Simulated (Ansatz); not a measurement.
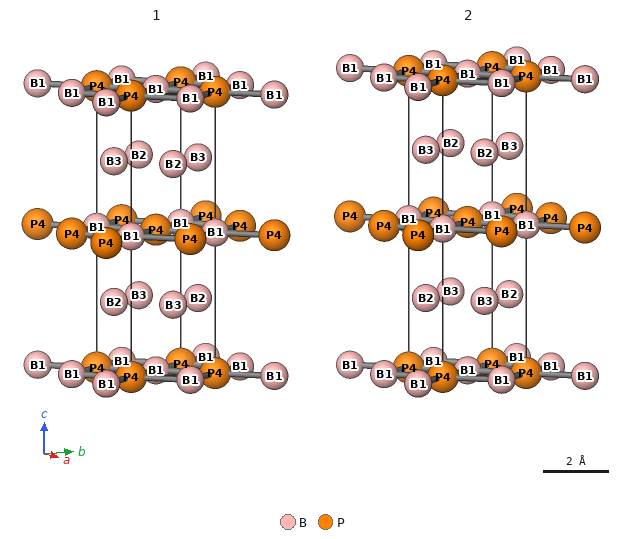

Two geometries of crystalline B3P (built on the TiAl3 (D0_22)_139 type), drawn at one scale. One is the start of a relaxation, the other its converged end. The picture is a ball-and-stick view of the conventional cell (2 times the calculation's cell), seen slightly off an axis. Lengths and directions refer to the drawn axes.

These are results of Ansatz 0.2.0, DFT PBE, scalar-relativistic, plane waves, PAW, not measurements. Set-up: plane-wave cutoff 420 eV; k-point mesh 22 × 22 × 22; occupations gaussian; smearing width 0.1 eV; no spin polarisation; cell and atoms relaxed; force threshold 0.01 eV/Å; at most 80 steps.

Question: Which one is relaxed?

Answer: Structure 2 is the relaxed one. Case: TiAl3 (D0_22) type (I4/mmm, No. 139). After 5 accepted moves (7 points after the start) the energy has fallen by 16.6 meV per cell of the calculation. All forces vanish by symmetry, so only the cell relaxes. Pressure: −0.07 GPa at the start and 0.01 GPa at the end. At 2 points the geometry stayed and the basis and grid were re-selected for the new cell (energy shift of 1.9 meV per cell of the calculation at most each time). The atoms keep their places relative to the cell (all moves are under 0.005 Å). The drawn cell changes as follows: a = b 2.830 → 2.809 Å (−0.8 %), c 8.827 → 9.306 Å (+5.4 %); the volume changes by +3.8 %. Among the contacts that change: B1–P4 2.001 → 1.986 Å. The space group stays I4/mmm (No. 139). The run took 110 s on 1 thread of Intel(R) Xeon(R) 6975P-C (Granite Rapids), with other jobs on the host, peak memory 0.71 GiB.
